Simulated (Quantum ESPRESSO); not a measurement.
# Band-structure run of CsPbBr3 (part 1 of 2)

- system: CsPbBr3 (5 atoms in the cell)
- method: Kohn-Sham DFT of a periodic cell, LDA, GBRV 1.5 LDA, no spin polarisation (Quantum ESPRESSO 7.5)

The structure derives from an entry of the Crystallography Open Database.

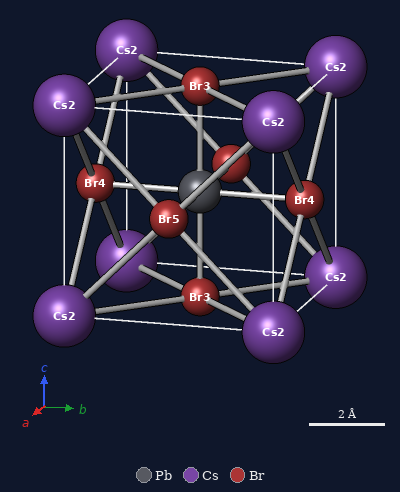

Figure 1. The input geometry (ball-and-stick view of the cell of the calculation, seen slightly off an axis; atoms are numbered from 1 in the order of the input). An atom can appear more than once, as a periodic image.

## The input
```
&CONTROL
  calculation = 'scf'
  prefix = 'pwscf'
  outdir = './tmp'
  pseudo_dir = './pseudo'
  tprnfor = .true.
  tstress = .true.
  disk_io = 'low'
/
&SYSTEM
  ibrav = 0
  nat = 5
  ntyp = 3
  ecutwfc = 45
  ecutrho = 360
  nbnd = 31
  occupations = 'smearing'
  smearing = 'fd'
  degauss = 0.00367493
/
&ELECTRONS
  conv_thr = 1d-09
  electron_maxstep = 120
  mixing_beta = 0.5
/
ATOMIC_SPECIES
Pb   207.2000 pb_lda_v1.uspp.F.UPF
Cs   132.9055 cs_lda_v1.uspp.F.UPF
Br    79.9040 br_lda_v1.4.uspp.F.UPF
CELL_PARAMETERS angstrom
   5.8700000000    0.0000000000    0.0000000000
   0.0000000000    5.8700000000    0.0000000000
   0.0000000000    0.0000000000    5.8700000000
ATOMIC_POSITIONS crystal
Pb     0.5000000000    0.5000000000    0.5000000000
Cs     0.0000000000    0.0000000000    0.0000000000
Br     0.5000000000    0.5000000000    0.0000000000
Br     0.5000000000    0.0000000000    0.5000000000
Br     0.0000000000    0.5000000000    0.5000000000
K_POINTS automatic
5 5 5 0 0 0
```

## File bands_first_try.in
```
&CONTROL
  calculation = 'bands'
  prefix = 'pwscf'
  outdir = './tmp'
  pseudo_dir = './pseudo'
  disk_io = 'low'
  verbosity = 'high'
/
&SYSTEM
  ibrav = 0
  nat = 5
  ntyp = 3
  ecutwfc = 45
  ecutrho = 360
  nbnd = 31
  occupations = 'smearing'
  smearing = 'fd'
  degauss = 0.00367493
/
&ELECTRONS
  conv_thr = 1d-08
  electron_maxstep = 120
  mixing_beta = 0.5
  diago_full_acc = .true.
  startingwfc = 'random'
/
ATOMIC_SPECIES
Pb   207.2000 pb_lda_v1.uspp.F.UPF
Cs   132.9055 cs_lda_v1.uspp.F.UPF
Br    79.9040 br_lda_v1.4.uspp.F.UPF
CELL_PARAMETERS angstrom
   5.8700000000    0.0000000000    0.0000000000
   0.0000000000    5.8700000000    0.0000000000
   0.0000000000    0.0000000000    5.8700000000
ATOMIC_POSITIONS crystal
Pb     0.5000000000    0.5000000000    0.5000000000
Cs     0.0000000000    0.0000000000    0.0000000000
Br     0.5000000000    0.5000000000    0.0000000000
Br     0.5000000000    0.0000000000    0.5000000000
Br     0.0000000000    0.5000000000    0.5000000000
K_POINTS crystal
60
 0.0000000000  0.0000000000  0.0000000000 1
 0.0000000000  0.0714285714  0.0000000000 1
 0.0000000000  0.1428571429  0.0000000000 1
 0.0000000000  0.2142857143  0.0000000000 1
 0.0000000000  0.2857142857  0.0000000000 1
 0.0000000000  0.3571428571  0.0000000000 1
 0.0000000000  0.4285714286  0.0000000000 1
 0.0000000000  0.5000000000  0.0000000000 1
 0.0714285714  0.5000000000  0.0000000000 1
 0.1428571429  0.5000000000  0.0000000000 1
 0.2142857143  0.5000000000  0.0000000000 1
 0.2857142857  0.5000000000  0.0000000000 1
 0.3571428571  0.5000000000  0.0000000000 1
 0.4285714286  0.5000000000  0.0000000000 1
 0.5000000000  0.5000000000  0.0000000000 1
 0.4545454545  0.4545454545  0.0000000000 1
 0.4090909091  0.4090909091  0.0000000000 1
 0.3636363636  0.3636363636  0.0000000000 1
 0.3181818182  0.3181818182  0.0000000000 1
 0.2727272727  0.2727272727  0.0000000000 1
 0.2272727273  0.2272727273  0.0000000000 1
 0.1818181818  0.1818181818  0.0000000000 1
 0.1363636364  0.1363636364  0.0000000000 1
 0.0909090909  0.0909090909  0.0000000000 1
 0.0454545455  0.0454545455  0.0000000000 1
 0.0000000000  0.0000000000  0.0000000000 1
 0.0357142857  0.0357142857  0.0357142857 1
 0.0714285714  0.0714285714  0.0714285714 1
 0.1071428571  0.1071428571  0.1071428571 1
 0.1428571429  0.1428571429  0.1428571429 1
 0.1785714286  0.1785714286  0.1785714286 1
 0.2142857143  0.2142857143  0.2142857143 1
 0.2500000000  0.2500000000  0.2500000000 1
 0.2857142857  0.2857142857  0.2857142857 1
 0.3214285714  0.3214285714  0.3214285714 1
 0.3571428571  0.3571428571  0.3571428571 1
 0.3928571429  0.3928571429  0.3928571429 1
 0.4285714286  0.4285714286  0.4285714286 1
 0.4642857143  0.4642857143  0.4642857143 1
 0.5000000000  0.5000000000  0.5000000000 1
 0.4545454545  0.5000000000  0.4545454545 1
 0.4090909091  0.5000000000  0.4090909091 1
 0.3636363636  0.5000000000  0.3636363636 1
 0.3181818182  0.5000000000  0.3181818182 1
 0.2727272727  0.5000000000  0.2727272727 1
 0.2272727273  0.5000000000  0.2272727273 1
 0.1818181818  0.5000000000  0.1818181818 1
 0.1363636364  0.5000000000  0.1363636364 1
 0.0909090909  0.5000000000  0.0909090909 1
 0.0454545455  0.5000000000  0.0454545455 1
 0.0000000000  0.5000000000  0.0000000000 1
 0.5000000000  0.5000000000  0.0000000000 1
 0.5000000000  0.5000000000  0.0625000000 1
 0.5000000000  0.5000000000  0.1250000000 1
 0.5000000000  0.5000000000  0.1875000000 1
 0.5000000000  0.5000000000  0.2500000000 1
 0.5000000000  0.5000000000  0.3125000000 1
 0.5000000000  0.5000000000  0.3750000000 1
 0.5000000000  0.5000000000  0.4375000000 1
 0.5000000000  0.5000000000  0.5000000000 1
```

## File bands.in
```
&CONTROL
  calculation = 'bands'
  prefix = 'pwscf'
  outdir = './tmp'
  pseudo_dir = './pseudo'
  disk_io = 'low'
  verbosity = 'high'
/
&SYSTEM
  ibrav = 0
  nat = 5
  ntyp = 3
  ecutwfc = 45
  ecutrho = 360
  nbnd = 31
  occupations = 'smearing'
  smearing = 'fd'
  degauss = 0.00367493
/
&ELECTRONS
  conv_thr = 1d-08
  electron_maxstep = 120
  mixing_beta = 0.5
  diago_full_acc = .true.
/
ATOMIC_SPECIES
Pb   207.2000 pb_lda_v1.uspp.F.UPF
Cs   132.9055 cs_lda_v1.uspp.F.UPF
Br    79.9040 br_lda_v1.4.uspp.F.UPF
CELL_PARAMETERS angstrom
   5.8700000000    0.0000000000    0.0000000000
   0.0000000000    5.8700000000    0.0000000000
   0.0000000000    0.0000000000    5.8700000000
ATOMIC_POSITIONS crystal
Pb     0.5000000000    0.5000000000    0.5000000000
Cs     0.0000000000    0.0000000000    0.0000000000
Br     0.5000000000    0.5000000000    0.0000000000
Br     0.5000000000    0.0000000000    0.5000000000
Br     0.0000000000    0.5000000000    0.5000000000
K_POINTS crystal
60
 0.0000000000  0.0000000000  0.0000000000 1
 0.0000000000  0.0714285714  0.0000000000 1
 0.0000000000  0.1428571429  0.0000000000 1
 0.0000000000  0.2142857143  0.0000000000 1
 0.0000000000  0.2857142857  0.0000000000 1
 0.0000000000  0.3571428571  0.0000000000 1
 0.0000000000  0.4285714286  0.0000000000 1
 0.0000000000  0.5000000000  0.0000000000 1
 0.0714285714  0.5000000000  0.0000000000 1
 0.1428571429  0.5000000000  0.0000000000 1
 0.2142857143  0.5000000000  0.0000000000 1
 0.2857142857  0.5000000000  0.0000000000 1
 0.3571428571  0.5000000000  0.0000000000 1
 0.4285714286  0.5000000000  0.0000000000 1
 0.5000000000  0.5000000000  0.0000000000 1
 0.4545454545  0.4545454545  0.0000000000 1
 0.4090909091  0.4090909091  0.0000000000 1
 0.3636363636  0.3636363636  0.0000000000 1
 0.3181818182  0.3181818182  0.0000000000 1
 0.2727272727  0.2727272727  0.0000000000 1
 0.2272727273  0.2272727273  0.0000000000 1
 0.1818181818  0.1818181818  0.0000000000 1
 0.1363636364  0.1363636364  0.0000000000 1
 0.0909090909  0.0909090909  0.0000000000 1
 0.0454545455  0.0454545455  0.0000000000 1
 0.0000000000  0.0000000000  0.0000000000 1
 0.0357142857  0.0357142857  0.0357142857 1
 0.0714285714  0.0714285714  0.0714285714 1
 0.1071428571  0.1071428571  0.1071428571 1
 0.1428571429  0.1428571429  0.1428571429 1
 0.1785714286  0.1785714286  0.1785714286 1
 0.2142857143  0.2142857143  0.2142857143 1
 0.2500000000  0.2500000000  0.2500000000 1
 0.2857142857  0.2857142857  0.2857142857 1
 0.3214285714  0.3214285714  0.3214285714 1
 0.3571428571  0.3571428571  0.3571428571 1
 0.3928571429  0.3928571429  0.3928571429 1
 0.4285714286  0.4285714286  0.4285714286 1
 0.4642857143  0.4642857143  0.4642857143 1
 0.5000000000  0.5000000000  0.5000000000 1
 0.4545454545  0.5000000000  0.4545454545 1
 0.4090909091  0.5000000000  0.4090909091 1
 0.3636363636  0.5000000000  0.3636363636 1
 0.3181818182  0.5000000000  0.3181818182 1
 0.2727272727  0.5000000000  0.2727272727 1
 0.2272727273  0.5000000000  0.2272727273 1
 0.1818181818  0.5000000000  0.1818181818 1
 0.1363636364  0.5000000000  0.1363636364 1
 0.0909090909  0.5000000000  0.0909090909 1
 0.0454545455  0.5000000000  0.0454545455 1
 0.0000000000  0.5000000000  0.0000000000 1
 0.5000000000  0.5000000000  0.0000000000 1
 0.5000000000  0.5000000000  0.0625000000 1
 0.5000000000  0.5000000000  0.1250000000 1
 0.5000000000  0.5000000000  0.1875000000 1
 0.5000000000  0.5000000000  0.2500000000 1
 0.5000000000  0.5000000000  0.3125000000 1
 0.5000000000  0.5000000000  0.3750000000 1
 0.5000000000  0.5000000000  0.4375000000 1
 0.5000000000  0.5000000000  0.5000000000 1
```

Launched with:
```bash
OMP_NUM_THREADS=1 mpirun -n 2 pw.x -nk 2 -in pw.in > pw.out
OMP_NUM_THREADS=1 mpirun -n 2 pw.x -nk 2 -in bands_first_try.in > bands_first_try.out
OMP_NUM_THREADS=1 mpirun -n 2 pw.x -nk 2 -in bands.in > bands.out
```

## The program's output
```
This program is part of the open-source Quantum ESPRESSO suite
     for quantum simulation of materials; please cite
         "P. Giannozzi et al., J. Phys.:Condens. Matter 21 395502 (2009);
         "P. Giannozzi et al., J. Phys.:Condens. Matter 29 465901 (2017);
         "P. Giannozzi et al., J. Chem. Phys. 152 154105 (2020);
          URL
     in publications or presentations arising from this work. More details at

     Message from routine setup:
     using ibrav=0 with symmetry is DISCOURAGED, use correct ibrav instead

     K-points division:     npool     =       2
     Subspace diagonalization in iterative solution of the eigenvalue problem:
     a serial algorithm will be used

     G-vector sticks info
     --------------------
     sticks:   dense  smooth     PW     G-vecs:    dense   smooth      PW
     Sum        3521    1757    497               157563    55707    8289

     Using Slab Decomposition

     bravais-lattice index     =            0
     lattice parameter (alat)  =      11.0927  a.u.
     unit-cell volume          =    1364.9317 (a.u.)^3
     number of atoms/cell      =            5
     number of atomic types    =            3
     number of electrons       =        44.00
     number of Kohn-Sham states=           31
     kinetic-energy cutoff     =      45.0000  Ry
     charge density cutoff     =     360.0000  Ry
     scf convergence threshold =      1.0E-09
     mixing beta               =       0.5000
     number of iterations used =            8  plain     mixing
     Exchange-correlation=  SLA  PZ   NOGX NOGC
                           (   1   1   0   0   0   0   0)

     celldm(1)=  11.092692  celldm(2)=   0.000000  celldm(3)=   0.000000
     celldm(4)=   0.000000  celldm(5)=   0.000000  celldm(6)=   0.000000

     crystal axes: (cart. coord. in units of alat)
               a(1) = (   1.000000   0.000000   0.000000 )
               a(2) = (   0.000000   1.000000   0.000000 )
               a(3) = (   0.000000   0.000000   1.000000 )

     reciprocal axes: (cart. coord. in units 2 pi/alat)
               b(1) = (  1.000000  0.000000  0.000000 )
               b(2) = (  0.000000  1.000000  0.000000 )
               b(3) = (  0.000000  0.000000  1.000000 )

     PseudoPot. # 1 for Pb read from file:
     pb_lda_v1.uspp.F.UPF
     Pseudo is Ultrasoft + core correction, Zval = 14.0
     Generated by new atomic code, or converted to UPF format
     Using radial grid of  899 points,  6 beta functions with:
                l(1) =   0
                l(2) =   0
                l(3) =   1
                l(4) =   1
                l(5) =   2
                l(6) =   2
     Q(r) pseudized with  6 coefficients,  rinner =    1.000   1.000   1.000
                                                       1.000   1.000

     PseudoPot. # 2 for Cs read from file:
     cs_lda_v1.uspp.F.UPF
     Pseudo is Ultrasoft + core correction, Zval =  9.0
     Generated by new atomic code, or converted to UPF format
     Using radial grid of  905 points,  6 beta functions with:
                l(1) =   0
                l(2) =   0
                l(3) =   1
                l(4) =   1
                l(5) =   2
                l(6) =   2
     Q(r) pseudized with  6 coefficients,  rinner =    1.500   1.500   1.500
                                                       1.500   1.500

     PseudoPot. # 3 for Br read from file:
     br_lda_v1.4.uspp.F.UPF
     Pseudo is Ultrasoft + core correction, Zval =  7.0
     Generated by new atomic code, or converted to UPF format
     Using radial grid of  879 points,  6 beta functions with:
                l(1) =   0
                l(2) =   0
                l(3) =   1
                l(4) =   1
                l(5) =   2
                l(6) =   2
     Q(r) pseudized with  8 coefficients,  rinner =    1.100   1.100   1.100
                                                       1.100   1.100

     atomic species   valence    mass     pseudopotential
     Pb               14.00   207.20000     Pb( 1.00)
     Cs                9.00   132.90550     Cs( 1.00)
     Br                7.00    79.90400     Br( 1.00)

     48 Sym. Ops., with inversion, found

   Cartesian axes

     site n.     atom                  positions (alat units)
         1        Pb     tau(   1) = (   0.5000000   0.5000000   0.5000000  )
         2        Cs     tau(   2) = (   0.0000000   0.0000000   0.0000000  )
         3        Br     tau(   3) = (   0.5000000   0.5000000   0.0000000  )
         4        Br     tau(   4) = (   0.5000000   0.0000000   0.5000000  )
         5        Br     tau(   5) = (   0.0000000   0.5000000   0.5000000  )
```
